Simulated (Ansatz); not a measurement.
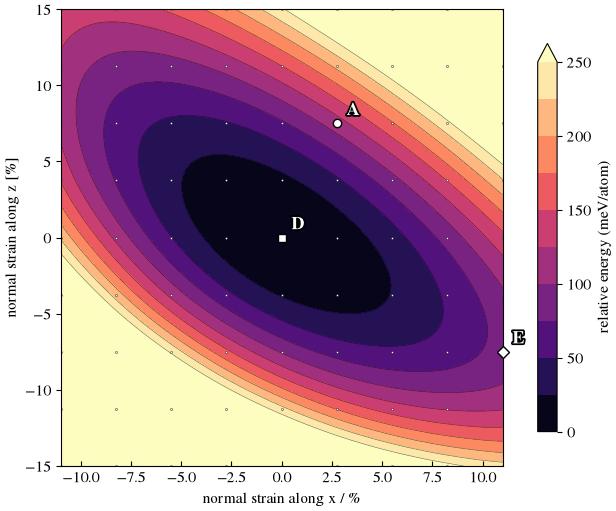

Ta (Im-3m, No. 229; 1 atom in the cell). The energy is mapped over two homogeneous strains (x, y and z along the cube axes). First axis: normal strain along x. Second axis: normal strain along z. Nothing is relaxed (symmetry fixes all fractional coordinates). Grid: 9 × 9 points. Energies are in meV/atom, from the lowest grid point. All numbers below come from Ansatz, DFT PBE, scalar-relativistic, plane waves, PAW. Settings: cutoff 420 eV, k-mesh 18×18×18, gaussian smearing 0.15 eV, no spin polarisation.

Drawn: filled contours, dots at the grid points, one colour for all values above the top of the scale, lettered points. Between grid points the surface is interpolated.

Q: What kind of point is each of A, D: minimum, saddle, maximum or slope?

A: A: on a slope; D: minimum. (In these two coordinates alone; a stationary point may lie a little off the grid point.)

Q: Rank the lettered points by energy, lowest first.

A: D (0 meV/atom), E (85 meV/atom), A (114 meV/atom).

PAW datasets: the set soft_1.
